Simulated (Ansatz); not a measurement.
## MgO: band-structure calculation

- system: MgO (Pm-3m, 2 atoms in the cell)
- method: DFT, r2SCAN, plane waves, PAW, no spin polarisation (Ansatz 0.2.0)

The structure was built on a prototype by a generator. The geometry comes from this level: r2SCAN (a point of a series of strains). It belongs to a series of runs on one base structure; here: hydrostatic strain +1.2%. Figures and captions count atoms from 1; the log counts them from 0 in places.

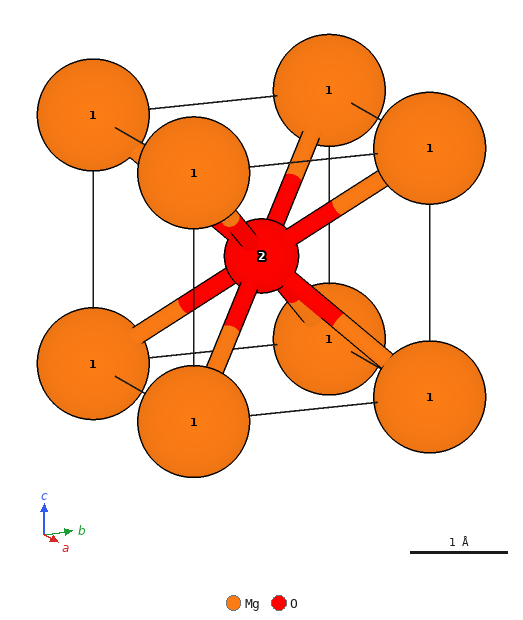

Figure 1. The structure as given in the input (ball-and-stick view of the cell of the calculation, seen slightly off an axis; atoms are numbered from 1 in the order of the input).

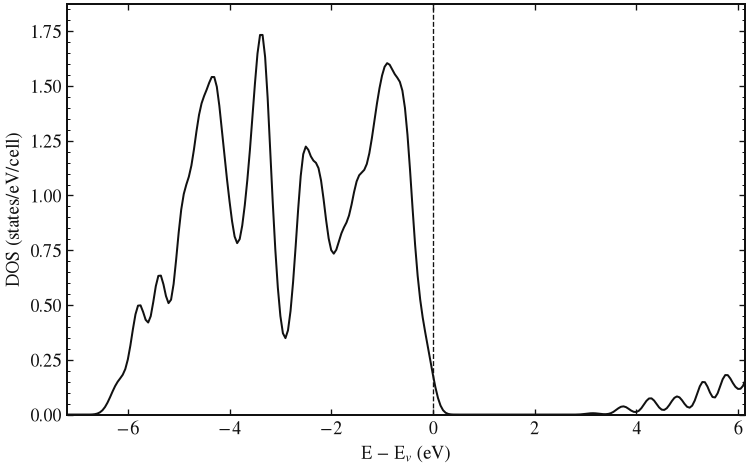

Figure 2. Density of states (the curve is built from the levels of the k mesh with Gaussians 0.3 eV wide, which also blur the band edges), with energies from the valence-band top. There is a gap of 3.14 eV on the k-point mesh. Small ripples come from the finite k-point mesh.

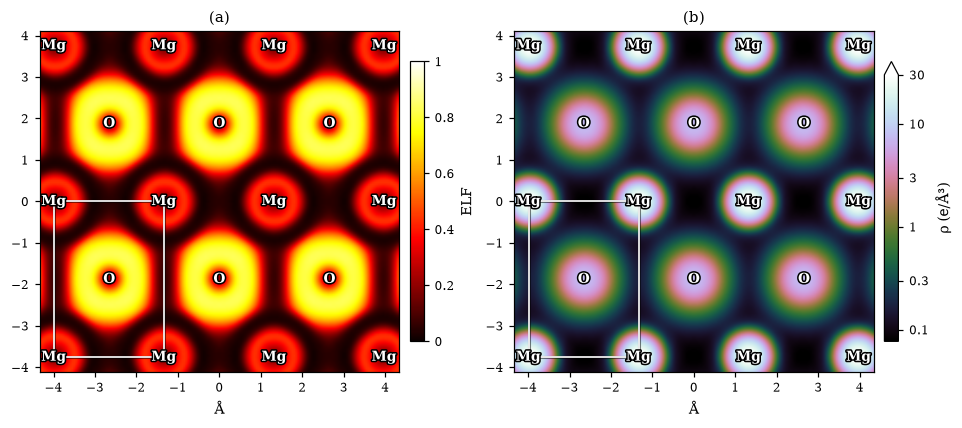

Figure 3. (a) electron localisation function; (b) valence electron density on the (101̄) plane of the conventional cell. Atoms in the plane: Mg and O. Away from the nuclei the density in this plane falls to 0.08 e/Å³ at its lowest. The fields are those of the smooth PAW valence density.

The input and output of the run follow.

## The input
```yaml
crystal:
  lattice:
    - [2.6556162495, 0.0, 0.0]
    - [0.0, 2.6556162495, 0.0]
    - [0.0, 0.0, 2.6556162495]
  atoms:
    - { symbol: Mg, position: [0.0, 0.0, 0.0] }
    - { symbol: O, position: [0.5, 0.5, 0.5] }
kpoints:
  mp_grid: { grid: [10, 10, 10] }
  band_path:
    path: [[0.0, 0.0, 0.0], [0.0, 0.5, 0.0], [0.5, 0.5, 0.0], [0.5, 0.5, 0.5]]
    npoints: 1
hamiltonian:
  xc: r2scan
scf:
  occupations: { method: fixed }
  n_extra_bands: 4
output:
  forces: true
  stress: true
  eigenvalues: true
  write_density: true
  write_potential: true
  elf: true
  volumetric_format: npy
```

Run as:
```bash
ansatz run input.yaml --threads 4 --pin off --max-ram 3686MiB --backend cpu --events-out ev --progress --plain --runs-dir out
```

## What the program printed
```
scf.n_extra_bands = 4 over 8 filled bands (N_el = 16.0): the run solves 12 bands
Engine: ansatz 0.2.0, x86_64-unknown-linux-gnu
Pseudopotentials: kind: paw
Pseudopotential: Mg, paw, valence charge 10, recommended cutoff 500 eV (meta_gga), Mg.paw.azcp
Pseudopotential: O, paw, valence charge 6, recommended cutoff 500 eV (meta_gga), O.paw.azcp
Functional definition: r2SCAN
  parameter k0 = 0.174
  parameter k1 = 0.065
  parameter a1 = 4.9479
  exchange = r2scan_x(k0 = k0, k1 = k1, a1 = a1)
  correlation = r2scan_c
Crystal: 2 atoms, lattice volume = 18.728 Å³
Basis set: ecut = 500 eV, 461 PW (Γ), exchange–correlation on 80×80×80 points (64 copies of the dense FFT grid, shifted against one another)
Bands: 12, of which v1, the nominal top of the filled ones, is band 8 counted from 1 (7 counted from 0)
Symmetry: 48 space group operations
Space group: Pm-3m (ITA 221), of the structure as read, at distance tolerance 2.7e-5 Å
k-points: 56 of 1000
Non-local potential: Mg, projectors of the file, l = 0: 3, l = 1: 2, l = 2: 1
Non-local potential: O, projectors of the file, l = 0: 2, l = 1: 2, l = 2: 1
PAW form: soft (Blöchl's): semilocal exchange-correlation on the pseudo side does not see the compensation charge
PAW frozen core: Mg, regenerated for the run's functional (the file was generated under x = pbe(κ = 0.804, μ = 0.2195149727645171), c = pbe(β = 0.06672455060314922))
PAW frozen core: O, regenerated for the run's functional (the file was generated under x = pbe(κ = 0.804, μ = 0.2195149727645171), c = pbe(β = 0.06672455060314922))
PAW one-centre angular grid: Mg, 302 points (default); XC on 224 Gauss nodes
PAW one-centre angular grid: O, 302 points (default); XC on 160 Gauss nodes
Initial density: superposition of atomic densities (neutral atoms: chi_scale 0, normalization atom), corrected by the library's trained network
Initial wavefunctions: pseudopotential atomic-orbital guess
Functional: x = r2scan, c = r2scan; τ floored in thin density (d = 2e-4 eV/Å³)
SCF iter   1: F=—  HF=-2496.603310 eV  |F-HF|=—  |Δ(HF+E_count)|=         —  Δρ=1.00e-2  dr2=1.35e-2  dr2_τ=5.77e-2  ethr=1.77e-3  ⟨swp⟩=4.3  Hψ=3580  notcnv=0  defer=79
preconditioner: auto → none  [insulator: Δε(μ)=3.081 eV  Ē_g=18.808 eV  n_scr=6 (ndim 8)  ℏωp=24.3 eV  f_vac=0.000  ε∞_Penn≈2.7]
SCF iter   2: F=—  HF=-2496.702404 eV  |F-HF|=—  |Δ(HF+E_count)|=   9.91e-2  Δρ=5.02e-3  dr2=2.18e-3  dr2_τ=2.82e-4  ethr=8.47e-5  ⟨swp⟩=2.8  Hψ=1728  notcnv=0  defer=96
SCF iter   3: F=—  HF=-2496.702424 eV  |F-HF|=—  |Δ(HF+E_count)|=   2.02e-5  Δρ=1.03e-3  dr2=1.10e-4  dr2_τ=1.68e-5  ethr=1.36e-5  ⟨swp⟩=2.0  Hψ=795  notcnv=0  defer=101
SCF iter   4: F=—  HF=-2496.702417 eV  |F-HF|=—  |Δ(HF+E_count)|=   7.60e-6  Δρ=1.88e-4  dr2=5.58e-6  dr2_τ=5.51e-7  ethr=6.86e-7  ⟨swp⟩=2.1  Hψ=1098  notcnv=0  defer=94
SCF iter   5: F=—  HF=-2496.702416 eV  |F-HF|=—  |Δ(HF+E_count)|=   1.19e-6  Δρ=4.16e-5  dr2=1.07e-7  dr2_τ=3.33e-8  ethr=3.49e-8  ⟨swp⟩=2.1  Hψ=814  notcnv=0
SCF iter   6: F=-2496.702416 eV  HF=-2496.702416 eV  |F-HF|=4.68e-8  |Δ(HF+E_count)|=   2.11e-7  Δρ=2.08e-5  dr2=6.43e-8  dr2_τ=6.78e-9  ethr=6.25e-10  ⟨swp⟩=9.2  Hψ=4523  notcnv=0
SCF 1 converged in 6 iterations: F = -2496.702416 eV  dr2 = 6.43e-8
  greatest PAW one-centre occupation: 1.000 electrons in one spin orbital (limit 2), on the Mg atom at site 0 (counted from 0), in its partial waves of l = 0
NSCF: frozen V_eff on 4 k-points
SCF converged after 6 iterations
Free energy (F): -2496.702416 eV
Harris-Foulkes:  -2496.702416 eV  (|F-HF|=4.68e-8)
Internal energy: -2496.702416 eV  (E = F + TS)
E sigma→0 (E₀):  -2496.702416 eV
Fermi energy:    9.417898 eV
--- Per-component energies (eV) ---
  E_band       = -313.724087
  E_kinetic    = 255.037558
  E_local      = -1564.272340  (includes V_loc(G=0)·N_el)
  E_nonlocal   = 142.542121
  E_hartree    = 536.009095
  E_xc         = -102.681182
  E_vxc        = -148.349870  (∫ρ·V_xc dr)
  E_paw        = -456.213329  (= ΣΔE_a)
  E_vpaw       = -80.377996  (= ΣTr[D̂ρ^β])
  E_aug_tail   = 0.001016  (compensation charges beyond the density's cutoff)
  E_vtau       = 9.681870  (kinetic-family band-sum trace: ∫τ·v_τ [+ j·A + Jᵃ·Aᵃ] dr)
  E_ewald      = -1307.067206
  E_core_change = -0.058149  (= ΣΔE_core)
  E_smearing   = -0.000000  (= −TS)
  E_closure    = 0.000000  (closes the sum)
  Σ components = -2496.702416   (vs F -2496.702416, Δ=0.00e0)
--- Forces (eV/Å), atoms counted from 1 ---
  atom   1  Mg    -0.00000000     0.00000000    -0.00000000
  atom   2  O      0.00000000    -0.00000000    -0.00000000
  max |Σ_I F_I| component: 1.05e-29 eV/Å
--- Stress (GPa, compression-positive) ---
       -5.371147      -0.000000       0.000000
        0.000000      -5.371147       0.000000
        0.000000       0.000000      -5.371147
  P = ⅓ Tr σ = -5.3711 GPa (-53.711 kbar)
--- Band table (eV; the first three rows and the last of 56) ---
  k-point 0: bands = ["-68.2037", "-33.2554", "-33.2554", "-33.2554", "-9.9159", "8.4050", "8.4050", "8.4050", "12.5624", "20.7990", "20.7990", "30.7386"]
  k-point 1: bands = ["-68.2026", "-33.2665", "-33.2544", "-33.2544", "-9.8203", "7.6040", "8.4461", "8.4461", "13.1588", "20.9982", "21.0088", "30.5491"]
  k-point 2: bands = ["-68.2000", "-33.2956", "-33.2518", "-33.2518", "-9.5576", "6.0398", "8.5559", "8.5559", "14.2728", "21.2304", "21.6341", "29.9929"]
  k-point 55: bands = ["-68.1726", "-33.3369", "-33.3369", "-33.3369", "-7.1528", "5.8073", "5.8073", "5.8073", "17.7177", "17.7177", "17.7177", "26.7161"]
```

## File bands.tsv
```
# k_distance	band_0	band_1	band_2	band_3	band_4	band_5	band_6	band_7	band_8	band_9	band_10	band_11
# fermi_ev = 9.417898
# lock_threshold_ev = 1e-6
# [0, 0, 0] at k_distance = 0.000000
# [0, 0.5, 0] at k_distance = 1.182999
# [0.5, 0.5, 0] at k_distance = 2.365999
# [0.5, 0.5, 0.5] at k_distance = 3.548998
# levels_relative_to = fermi_ev
# free_energy_ev = -2496.702416
# largest_residual_norms_ev = 2.344e-4 1.855e-4 2.593e-4 2.996e-4 1.078e-3 4.323e-4 5.219e-4 6.044e-4 6.880e-4 5.737e-4 9.893e-4 1.182e-3
0.000000	-77.621562	-42.673296	-42.673296	-42.673296	-19.333765	-1.012874	-1.012874	-1.012874	3.144501	11.381071	11.381071	21.320724
1.182999	-77.610875	-42.789104	-42.662747	-42.662747	-18.174200	-6.365330	-0.558225	-0.558225	7.721954	10.253139	15.531133	18.366664
2.365999	-77.600488	-42.770110	-42.770110	-42.653342	-17.373155	-4.646817	-4.646817	0.000000	5.790119	13.087851	13.087851	14.129095
3.548998	-77.590456	-42.754760	-42.754760	-42.754760	-16.570683	-3.610555	-3.610555	-3.610555	8.299774	8.299774	8.299774	17.298173
```

## File v_z.tsv
```
# z_ang	v_es[eV]	v_tot[eV]
# format = ansatz-planar-average/11
# xc	r2scan
# density_cutoff_ev	2000
# datasets	Mg=:simpson_from_first_knot:soft:shift=0	O=:simpson_from_first_knot:soft:shift=0
# lattice	2.655616249	0.000000000	0.000000000
# lattice	0.000000000	2.655616249	0.000000000
# lattice	0.000000000	0.000000000	2.655616249
# sites	2
# site	12	0.000000000	0.000000000	0.000000000
# site	8	1.327808125	1.327808125	1.327808125
0.000000	-4.507104e0	-1.409335e1
0.132781	-3.679108e0	-1.328668e1
0.265562	-1.381841e0	-1.105840e1
0.398342	1.695914e0	-8.230614e0
0.531123	4.790763e0	-5.447508e0
0.663904	6.714556e0	-4.020851e0
0.796685	6.747215e0	-4.833069e0
0.929466	5.940002e0	-6.537466e0
1.062246	4.999768e0	-8.128957e0
1.195027	4.212010e0	-9.257437e0
1.327808	3.903886e0	-9.695018e0
1.460589	4.212010e0	-9.257437e0
1.593370	4.999768e0	-8.128957e0
1.726151	5.940002e0	-6.537466e0
1.858931	6.747215e0	-4.833069e0
1.991712	6.714556e0	-4.020851e0
2.124493	4.790763e0	-5.447508e0
2.257274	1.695914e0	-8.230614e0
2.390055	-1.381841e0	-1.105840e1
2.522835	-3.679108e0	-1.328668e1
```

## Summary

| quantity | value |
| --- | --- |
| outcome | converged |
| space group (tolerance 0.01 Å) | Pm-3m (221) |
| electrons treated | 16 |
| free energy | −2496.7024 eV |
| Fermi energy | 9.418 eV |
| gap on the k-point mesh | 3.14 eV |
| pressure | −5.37 GPa |
| largest force (length of the vector) | under 0.001 eV/Å |
| hardware | 4 threads of an x86-64 CPU, shared host |
| wall time | 0.54 s (CPU time 1.5 s) |
| peak memory | 0.42 GiB |

## Remarks

The cell is under a tension of 5.4 GPa at this level, so it is not at its equilibrium volume.
